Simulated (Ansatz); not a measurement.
# Si(111) with SH: bands and core levels, part 4 of 4

Aim: core-level components, unfolded bands and work function of Si(111) with SH.

Ansatz 0.2.0; DFT, PBE, plane-wave PAW, scalar-relativistic; PAW set soft_1.

So far, gap on the k-mesh (eV): step 2 (relaxing the atoms) 0.841; step 3 (bands by layer) 0.841.

## Step 7: Z+1 stand-in on atom 21

System of this step: Si23PH8S4. The cell holds 36 atoms: 8 H, 4 S, 23 Si and 1 P. Its edges and angles: a = 7.679 Å, b = 7.679 Å, c = 24.924 Å, α = 90.0°, β = 90.0°, γ = 60.0°. It derives from Si. Regions: ad, 8 atoms (4 S and 4 H); L1, 4 atoms (4 Si); L2, 4 atoms (4 Si); L3, 4 atoms (4 Si); mid, 4 atoms (1 P and 3 Si); rest, 12 atoms (8 Si and 4 H). Vacuum lies along c.

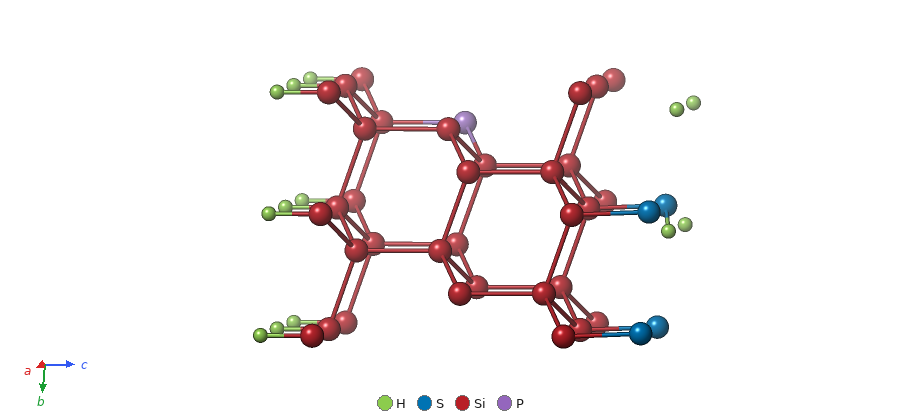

The cell of this step (hydrogen green, sulfur blue, silicon red, phosphorus purple). Bonds to atoms that aren't drawn are left out. Some periodic images of atoms are drawn too.

The same swap on atom 21.

input.yaml

```yaml
crystal:
  lattice:
    - [7.6791796437, 0.0, 0.0]
    - [3.8395898218, 6.6503646517, 0.0]
    - [0.0, 0.0, 24.9237769138]
  atoms:
    - { symbol: H, position: [0.087891526, 0.0844562739, 0.720057038] }
    - { symbol: H, position: [0.587891526, 0.0844562739, 0.720057038] }
    - { symbol: H, position: [0.087891526, 0.5844562739, 0.720057038] }
    - { symbol: H, position: [0.587891526, 0.5844562739, 0.720057038] }
    - { symbol: S, position: [-0.0138043808, -0.0157622219, 0.7110861009] }
    - { symbol: S, position: [0.4861956192, -0.0157622219, 0.7110861009] }
    - { symbol: S, position: [-0.0138043808, 0.4842377781, 0.7110861009] }
    - { symbol: S, position: [0.4861956192, 0.4842377781, 0.7110861009] }
    - { symbol: Si, position: [-0.0023977148, -0.0026881246, 0.6242917347] }
    - { symbol: Si, position: [0.4976022852, -0.0026881246, 0.6242917347] }
    - { symbol: Si, position: [-0.0023977148, 0.4973118754, 0.6242917347] }
    - { symbol: Si, position: [0.4976022852, 0.4973118754, 0.6242917347] }
    - { symbol: Si, position: [0.8310365193, 0.3308191515, 0.5925931021] }
    - { symbol: Si, position: [0.3310365193, 0.3308191515, 0.5925931021] }
    - { symbol: Si, position: [0.8310365193, 0.8308191515, 0.5925931021] }
    - { symbol: Si, position: [0.3310365193, 0.8308191515, 0.5925931021] }
    - { symbol: Si, position: [0.8336865147, 0.3331420619, 0.4976654121] }
    - { symbol: Si, position: [0.3336865147, 0.3331420619, 0.4976654121] }
    - { symbol: Si, position: [0.8336865147, 0.8331420619, 0.4976654121] }
    - { symbol: Si, position: [0.3336865147, 0.8331420619, 0.4976654121] }
    - { symbol: P, position: [0.1670061702, 0.1665038437, 0.4656059694] }
    - { symbol: Si, position: [0.6670061702, 0.1665038437, 0.4656059694] }
    - { symbol: Si, position: [0.1670061702, 0.6665038437, 0.4656059694] }
    - { symbol: Si, position: [0.6670061702, 0.6665038437, 0.4656059694] }
    - { symbol: Si, position: [0.166666667, 0.166666667, 0.370880907] }
    - { symbol: Si, position: [0.666666667, 0.166666667, 0.370880907] }
    - { symbol: Si, position: [0.166666667, 0.666666667, 0.370880907] }
    - { symbol: Si, position: [0.666666667, 0.666666667, 0.370880907] }
    - { symbol: Si, position: [0.0, 0.0, 0.339434911] }
    - { symbol: Si, position: [0.5, 0.0, 0.339434911] }
    - { symbol: Si, position: [0.0, 0.5, 0.339434911] }
    - { symbol: Si, position: [0.5, 0.5, 0.339434911] }
    - { symbol: H, position: [0.0, 0.0, 0.280856309] }
    - { symbol: H, position: [0.5, 0.0, 0.280856309] }
    - { symbol: H, position: [0.0, 0.5, 0.280856309] }
    - { symbol: H, position: [0.5, 0.5, 0.280856309] }
kpoints:
  mp_grid: { grid: [3, 3, 1] }
scf:
  occupations: { method: fermi_dirac, width: 0.02 }
  n_extra_bands: 27
hamiltonian:
  xc: pbe
  pseudopotentials: { kind: paw, azcp: { folder: soft_1 } }
output:
  forces: true
  write_potential: true
  volumetric_format: []
efield:
  axis: 3
  dipole_correction: true
```

Command:

```
$ ansatz run input.yaml --threads 4 --pin off --max-ram 11264MiB --backend cpu --events-out ev --progress --plain --runs-dir out
```

Numbers of over 12 decimals in the logs are rounded to 6 here.

Log:

```text
[...]
Crystal: 36 atoms, lattice volume = 1272.841 Å³
Basis set: ecut = 420 eV, 24809 PW (Γ), exchange–correlation on 108×108×360 points (8 copies of the dense FFT grid, shifted against one another)
Bands: 92, of which v1, the nominal top of the filled ones, is band 65 counted from 1 (64 counted from 0)
Symmetry: 1 space group operations
[...]
k-point 1: bands = [... 61 lower, -0.8998, -0.6614, -0.2934, 1.0712, 1.6855, 1.8372, 1.9772, 1.9978, ... 23 higher]
  k-point 2: bands = [... 61 lower, -0.8966, -0.6610, -0.2912, 1.0723, 1.6837, 1.8384, 1.9760, 1.9984, ... 23 higher]
  k-point 4: bands = [... 61 lower, -1.1171, -0.7605, -0.6914, 1.9406, 2.1177, 2.3470, 2.5208, 2.5254, ... 23 higher]
[key lines of the parts left out:]
SCF converged after 17 iterations
Free energy (F): -19115.742147 eV
Fermi energy:    1.076326 eV
Dipole field:    D = -0.023055 V/Å  (p = -0.162175 e·Å, saw-weighted, corrected)
Work function:   Φ+ = 4.1499 eV   Φ− = 3.5752 eV
```

It took 86 s on 4 threads of Intel Xeon at 2.50GHz (Skylake/Cascade Lake), shared host; peak memory 2.6 GiB.

This step gave:

* free energy: -19115.7421 eV
* energy at zero smearing: -19115.7308 eV
* smearing term TS: 0.02265 eV
* Fermi energy: 1.076 eV

## Step 8: Shifts from the Z+1 runs

An atom with a screened core hole acts like the next element, so the difference of two such total energies is the shift between the two sites; positive is more bound. Shifts count from the last listed atom of each element.

```csv
atom,region,replaced by,shell meant,free energy (eV),shift (eV)
Si9,layer 1,P,2p,-19115.193,+0.55
Si12,layer 1,P,2p,-19115.193,+0.55
Si13,layer 2,P,2p,-19115.790,-0.05
Si21,middle,P,2p,-19115.742,+0.00
```

The stand-in's nearest image is 7.7 Å away. The method gives no absolute levels and the same shift for every shell of an atom. Sites with equal energies can be equivalent by symmetry.

## Step 9: Results

| Item | Value |
| --- | --- |
| ionisation potential | 4.88 eV (upper face; lower face 4.41 eV) |
| electron affinity (Kohn–Sham) | 4.04 eV (slab's lowest empty level against the upper vacuum) |
| Si core shifts among the listed atoms, from the last listed one | -0.05 to +0.55 eV |

The valence top of Si(111) with SH lies 4.88 eV (upper face; lower face 4.41 eV) below the vacuum and the lowest empty level 4.04 eV below the vacuum of the upper face. No level with weight over 0.3 between −3.0 and 3.0 eV at the labelled points has over 60 % of its weight in the top region and under 6 % in the middle, the test used here for a surface state; levels near these limits can still be surface states of a thicker slab. The upper face's value lies 0.46 eV above that of the hydrogen-covered lower face; the difference is the dipole step of the groups. Core shifts by the Z+1 route: Si -0.05 to +0.55 eV. Among the sites run, the most bound Si 2p level is that of Si12 (layer 1), tied with Si9, bonded to 3 Si and 1 S; the least bound, 0.60 eV shallower, that of Si13 (layer 2), bonded to 4 Si. That is the order that electronegative neighbours give as a rule, though screening of the hole enters too. With the next element in place the extra electron enters the lowest empty band of the cell, and its attraction to the stand-in enters the order. At 21.2 eV the valence spectrum has its highest listed peaks within 10.8 eV at 1.6 eV (S 3p), 2.6 eV (S 3p), 3.0 eV (S 3p), 3.6 eV (S 3p) and 5.6 eV (S 3p). At 1486.7 eV the valence spectrum has its highest listed peaks within 15.5 eV at 3.6 eV (mixed, S 3p leading), 6.8 eV (Si 3s), 9.2 eV (Si 3s), 9.8 eV (Si 3s) and 13.6 eV (S 3s). The shell named is the one with most of the intensity, cross sections included, not always the one with most states there. In the main run, from 1486.7 eV towards hard X-rays the Si 3s share grows by 13 points, as its cross section falls more slowly with photon energy than those of the shells it gains on. The spectra rest on a 3×3×1 mesh, so closely spaced maxima can be ripples of the mesh. The slab's own atoms span 7.1 Å, so bulk bands appear as a few quantum-well levels, and states of the two faces can mix. The affinity uses the Kohn–Sham gap, which is too small, so the true affinity is lower and the true ionisation potential usually higher.

[Logs are printed without paths, hosts, clocks, repeated set-up lines and the standing remarks that a program may print on its own settings, such as how far it seeks lower states.]

[Hosts, paths, dates, database ids (printed as entryN), source tags and the programs' standing remarks are cut or masked in the printed files.]

[Maps of the electrostatic potential energy from Ansatz leave out the sawtooth potential of an applied field or a dipole correction, so their vacuum need not be flat; work functions include it.]
